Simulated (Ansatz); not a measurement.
## ZnO: single-point calculation (part 2 of 2)

ZnO (72 atoms in the cell); DFT PBE, scalar-relativistic, plane waves, PAW, no spin polarisation (Ansatz 0.2.0); cutoff 420 eV, 2×2×2 k-mesh, Gaussian smearing of 0.01 eV. The structure derives from a Materials Project entry. It belongs to a series of runs on one base structure; here: the perfect crystal in a cell of 72 atoms.

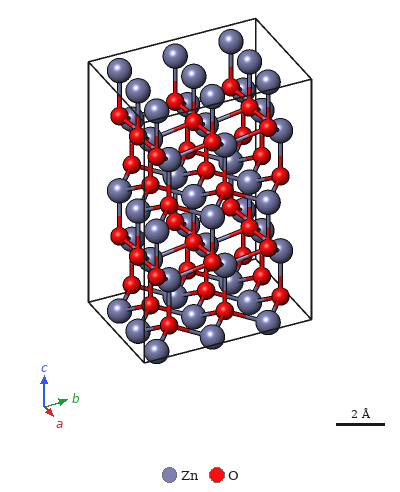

**Figure 1.** The input geometry (ball-and-stick view of the cell of the calculation, seen slightly off an axis).

### Log, continued
```
  atom  55  O      0.00000000     0.00000000    -0.00040508
  atom  56  O     -0.00000000     0.00000000    -0.00040508
  atom  57  O      0.00000000     0.00000000    -0.00040508
  atom  58  O      0.00000000     0.00000000    -0.00040508
  atom  59  O      0.00000000     0.00000000    -0.00040508
  atom  60  O     -0.00000000     0.00000000    -0.00040508
  atom  61  O      0.00000000     0.00000000    -0.00040508
  atom  62  O      0.00000000     0.00000000    -0.00040508
  atom  63  O     -0.00000000     0.00000000    -0.00040508
  atom  64  O     -0.00000000     0.00000000    -0.00040508
  atom  65  O     -0.00000000     0.00000000    -0.00040508
  atom  66  O     -0.00000000     0.00000000    -0.00040508
  atom  67  O      0.00000000     0.00000000    -0.00040508
  atom  68  O     -0.00000000     0.00000000    -0.00040508
  atom  69  O      0.00000000     0.00000000    -0.00040508
  atom  70  O     -0.00000000     0.00000000    -0.00040508
  atom  71  O      0.00000000     0.00000000    -0.00040508
  atom  72  O      0.00000000     0.00000000    -0.00040508
  max |Σ_I F_I| component: 2.19e-4 eV/Å
--- Stress (GPa, compression-positive) ---
        0.025620      -0.000000       0.000000
        0.000000       0.025620       0.000000
        0.000000      -0.000000      -0.004135
  P = ⅓ Tr σ = 0.0157 GPa (0.157 kbar)
--- Band table (eV) ---
  k-point 0: bands = ["-11.0912", "-10.7655", "-10.7655", "-10.6469", "-10.6469", "-10.6469", "-10.6469", "-10.6469", "-10.6469", "-10.4519", ... 186 levels left out ..., "2.3945", "2.3945", "2.4316", "2.4316", "2.4609", "2.4609", "2.4609", "2.4609", "2.4609", "2.4609", "2.6312", "2.6312", "2.6312", "2.6312", "2.6312", "2.6312", "2.6985", "2.7257", "2.7257", "2.7257", "2.7257", "2.9140", "2.9140", "2.9140", "2.9140", "2.9140", "2.9140", "3.0742", "3.0742",
      "3.0742", "3.0742", "3.0904", "3.0904", "3.2393", "3.2393", "3.2393", "3.2393", "3.6347", "3.6347", "3.6347", "3.6347", "3.6347", "3.6347", "3.6988", "3.6988", "3.6988", "3.6988", "3.6988", "3.6988", "3.6988", "3.6988", "3.6988", "3.6988", "3.6988", "3.6988", "4.1328", "4.1328", "4.1328", "4.1328", "4.4796", "4.4796", "4.4796", "4.4796", "4.4796", "4.4796", "4.4839", "4.4839", "4.8740", "4.8740",
      "4.8740", "4.8740", "4.9476", "4.9476", "4.9476", "4.9476", "4.9476", "4.9476", "5.0643", "5.0643", "5.3728", "5.3728", "5.3728", "5.3728", "5.3728", "5.3728", "5.3728", "5.3728", "5.3728", "5.3728", "5.3728", "5.3728", "5.5273", "5.5273", "5.5273", "5.5273", "5.5634", "5.5634", "5.5634", "5.5634", "5.5634", "5.5634", "5.5634", "5.5634", "5.5634", "5.5634", "5.5634", "5.5634", "5.9296", "5.9296",
      "5.9296", "5.9296", "5.9296", "5.9296", "5.9615", "5.9615", "6.1348", "6.1348", "6.1348", "6.1348", "6.1348", "6.1348", "6.3416", "6.3416", "6.3416", "6.3416", "6.6322", "6.7118", "6.7118", "7.4548", "10.0846", "10.0846", "10.8852", "10.8852", "10.8852", "10.8852", "10.8852", "10.8852", "11.8248", "11.9043", "11.9043", "11.9043", "11.9043", "11.9043", "11.9043", "11.9043", "11.9043", "11.9043", "11.9043", "11.9043",
      "11.9043", "14.0922", "14.0922", "14.0922", "14.0922", "14.0922", "14.0922", "14.2118", "14.2118", "14.2118", "14.2118", "14.3841", "14.3841", "14.5157", "14.5157", "14.5157", "14.5157", "14.5989", "14.5989", "14.5989", "14.5989", "14.5989", "14.5989", "14.6726", "14.6726", "14.6726", "14.6726", "14.7880", "14.7965", "14.7965", "15.3853", "15.3853", "15.3853", "15.3853", "15.4019", "15.4019", "15.4019", "15.4019", "15.4019", "15.4019",
      "15.4841", "15.4841", "15.4841", "15.4841", "15.4841", "15.4841", "15.4841", "15.4841", "15.4841", "15.4841", "15.4841"]
  k-point 1: bands = ["-10.9976", "-10.9976", "-10.5893", "-10.5893", "-10.5893", "-10.5893", "-10.5893", "-10.5893", "-10.5893", "-10.5893", ... 186 levels left out ..., "2.5310", "2.5310", "2.5310", "2.5310", "2.5310", "2.5310", "2.5310", "2.5310", "2.5310", "2.5310", "2.5310", "2.5310", "2.5881", "2.5881", "2.5881", "2.5881", "2.5881", "2.5881", "2.5881", "2.5881", "3.1547", "3.1547", "3.1547", "3.1547", "3.1547", "3.1547", "3.1547", "3.1547", "3.3307",
      "3.3307", "3.3307", "3.3307", "3.3307", "3.3307", "3.3307", "3.3307", "3.3307", "3.3307", "3.3307", "3.3307", "3.3326", "3.3326", "3.4391", "3.4391", "3.4391", "3.4391", "3.8748", "3.8748", "3.8748", "3.8748", "3.8748", "3.8748", "3.8748", "3.8748", "3.8748", "3.8748", "3.8748", "3.8748", "4.5280", "4.5280", "4.5280", "4.5280", "4.5280", "4.5280", "4.5280", "4.5280", "4.5280", "4.5280", "4.5280",
      "4.5280", "4.7863", "4.7863", "4.7863", "4.7863", "5.1354", "5.1354", "5.1354", "5.1354", "5.1354", "5.1354", "5.1354", "5.1354", "5.1354", "5.1354", "5.1354", "5.1354", "5.2087", "5.2087", "5.2087", "5.2087", "5.2087", "5.2087", "5.2087", "5.2087", "5.6776", "5.6776", "5.9163", "5.9163", "5.9163", "5.9163", "5.9163", "5.9163", "5.9163", "5.9163", "5.9163", "5.9163", "5.9163", "5.9163", "5.9702",
      "5.9702", "5.9702", "5.9702", "5.9702", "5.9702", "5.9702", "5.9702", "5.9702", "5.9702", "5.9702", "5.9702", "6.0734", "6.0734", "6.0734", "6.0734", "6.6042", "6.6042", "6.6042", "6.6042", "8.5848", "8.5848", "11.0761", "11.0761", "11.0761", "11.0761", "11.0761", "11.0761", "11.0761", "11.0761", "11.0761", "11.0761", "11.0761", "11.0761", "11.3172", "11.3172", "13.1729", "13.1729", "13.1729", "13.1729", "13.1729",
      "13.1729", "13.1729", "13.1729", "13.1729", "13.1729", "13.1729", "13.1729", "14.3036", "14.3036", "14.3036", "14.3036", "14.3036", "14.3036", "14.3036", "14.3036", "14.4949", "14.4949", "14.4949", "14.4949", "14.7702", "14.7702", "14.7702", "14.7702", "15.0909", "15.0909", "15.0909", "15.0909", "15.0909", "15.0909", "15.0909", "15.0909", "15.0909", "15.0909", "15.0909", "15.0909", "15.2601", "15.2601", "15.5148", "15.5148", "15.5148",
      "15.5148", "15.5148", "15.5148", "15.5148", "15.5148", "15.5148", "15.5148", "15.5148", "15.5148", "16.2734", "16.2734"]
  k-point 2: bands = ["-10.9543", "-10.9543", "-10.7307", "-10.7307", "-10.6634", "-10.6634", "-10.6634", "-10.6634", "-10.5061", "-10.5061", ... 186 levels left out ..., "2.4892", "2.5051", "2.5051", "2.5451", "2.5451", "2.5451", "2.5451", "2.5451", "2.5451", "2.5451", "2.5451", "2.5462", "2.5634", "2.5634", "2.6364", "2.6364", "2.6675", "2.6675", "2.6803", "2.6803", "2.6803", "2.6803", "2.8432", "2.8432", "2.9127", "2.9127", "2.9127", "2.9127", "3.0135",
      "3.0135", "3.0199", "3.2535", "3.2535", "3.2535", "3.2535", "3.2535", "3.2535", "3.2535", "3.2535", "3.2773", "3.5148", "3.5148", "3.5148", "3.5148", "3.9582", "3.9582", "3.9582", "3.9582", "3.9909", "4.0342", "4.0342", "4.0342", "4.0342", "4.2693", "4.2693", "4.2724", "4.2724", "4.2724", "4.2724", "4.4221", "4.4221", "4.4221", "4.4221", "4.4639", "4.4639", "4.5718", "4.7772", "4.7772", "4.7772",
      "4.7772", "4.7772", "4.7772", "4.7772", "4.7772", "5.0645", "5.0645", "5.0712", "5.0712", "5.2841", "5.2841", "5.3742", "5.3742", "5.3742", "5.3742", "5.3973", "5.3973", "5.4559", "5.4559", "5.4559", "5.4559", "5.4803", "5.4864", "5.4864", "5.4864", "5.4864", "5.4864", "5.4864", "5.4864", "5.4864", "5.5630", "5.5630", "5.5630", "5.5630", "5.6033", "5.6033", "5.6291", "5.6291", "5.6347", "5.6347",
      "5.6347", "5.6347", "5.7496", "5.7496", "5.7496", "5.7496", "5.9203", "6.0862", "6.0862", "6.0875", "6.0875", "6.0875", "6.0875", "6.1202", "6.1202", "6.4555", "6.4555", "6.5306", "6.5306", "8.9230", "8.9230", "10.4556", "10.4556", "10.8111", "10.8111", "10.8111", "10.8111", "11.7805", "11.7805", "11.7805", "11.7805", "12.3504", "12.3706", "12.3706", "12.4170", "12.4170", "12.4170", "12.4170", "12.8080", "12.8080",
      "12.8892", "12.8892", "12.8892", "12.8892", "12.8892", "12.8892", "12.8892", "12.8892", "13.5469", "13.9477", "13.9477", "14.2537", "14.2900", "14.2900", "14.2900", "14.2900", "14.6337", "14.6337", "14.6337", "14.6337", "14.7946", "14.7946", "14.9441", "14.9441", "14.9489", "14.9489", "15.0009", "15.1025", "15.1025", "15.1025", "15.1025", "15.1730", "15.1730", "15.1730", "15.1730", "15.1730", "15.1730", "15.1730", "15.1730", "15.9376",
      "15.9376", "15.9376", "15.9376", "16.0455", "16.0455", "16.4856", "16.4856", "16.4856", "16.4856", "16.8428", "16.8428"]
  k-point 3: bands = ["-10.8701", "-10.8701", "-10.8701", "-10.8701", "-10.6649", "-10.6649", "-10.6649", "-10.6649", "-10.4517", "-10.4517", ... 186 levels left out ..., "2.4886", "2.4886", "2.4886", "2.4886", "2.4886", "2.4886", "2.5200", "2.5200", "2.5200", "2.5200", "2.5434", "2.5434", "2.6494", "2.6494", "2.6494", "2.6494", "2.6494", "2.6494", "2.6494", "2.6494", "2.9653", "2.9653", "3.0104", "3.0104", "3.0104", "3.0104", "3.0104", "3.0104", "3.0104",
      "3.0104", "3.1675", "3.1675", "3.4066", "3.4066", "3.4066", "3.4066", "3.4611", "3.4611", "3.4611", "3.4611", "3.4863", "3.4863", "3.4863", "3.4863", "3.4863", "3.4863", "3.4863", "3.4863", "4.2080", "4.2080", "4.2080", "4.2080", "4.2080", "4.2080", "4.2080", "4.2080", "4.3783", "4.3783", "4.3783", "4.3783", "4.5531", "4.5531", "4.5816", "4.5816", "4.5816", "4.5816", "4.6912", "4.6912", "4.6912",
      "4.6912", "4.6912", "4.6912", "4.6912", "4.6912", "4.7946", "4.7946", "5.1011", "5.1011", "5.1011", "5.1011", "5.1214", "5.1214", "5.1214", "5.1214", "5.3442", "5.3442", "5.3442", "5.3442", "5.3442", "5.3442", "5.3442", "5.3442", "5.3765", "5.3765", "5.3765", "5.3765", "5.6247", "5.6247", "5.6764", "5.6764", "5.6764", "5.6764", "5.6764", "5.6764", "5.6764", "5.6764", "5.7375", "5.7375", "5.7652",
      "5.7652", "5.7652", "5.7652", "5.9130", "5.9130", "5.9130", "5.9130", "6.0522", "6.0522", "6.0522", "6.0522", "6.2699", "6.2699", "6.2699", "6.2699", "6.4019", "6.4019", "6.4019", "6.4019", "9.5070", "9.5070", "9.5070", "9.5070", "10.7732", "10.7732", "10.7732", "10.7732", "12.1179", "12.1179", "12.1499", "12.1499", "12.1499", "12.1499", "12.4348", "12.4348", "12.4348", "12.4348", "12.4348", "12.4348", "12.4348",
      "12.4348", "13.1279", "13.1279", "13.1279", "13.1279", "13.1702", "13.1702", "13.7655", "13.7655", "13.7655", "13.7655", "13.7655", "13.7655", "13.7655", "13.7655", "14.5767", "14.5767", "14.9058", "14.9058", "14.9058", "14.9058", "14.9058", "14.9058", "14.9058", "14.9058", "15.0703", "15.0703", "15.2015", "15.2015", "15.2015", "15.2015", "15.2015", "15.2015", "15.2015", "15.2015", "15.2807", "15.2807", "15.2807", "15.2807", "15.2921",
      "15.2921", "15.2921", "15.2921", "16.1422", "16.1422", "16.1422", "16.1422", "16.7903", "16.7903", "16.7903", "16.7903"]
```

### Key numbers

- outcome: converged
- space group (tolerance 0.01 Å): P6₃mc (186)
- electrons treated: 648
- free energy: −139926.4296 eV
- Fermi energy: 7.083 eV
- gap on the k-point mesh: 0.74 eV
- pressure: 0.02 GPa
- largest force (length of the vector): under 0.001 eV/Å
- hardware: 8 threads of Intel Xeon @ 2.70GHz, 189 GiB of memory available, shared host
- wall time: 22 s (CPU time 2.5 min)
- peak memory: 6.2 GiB
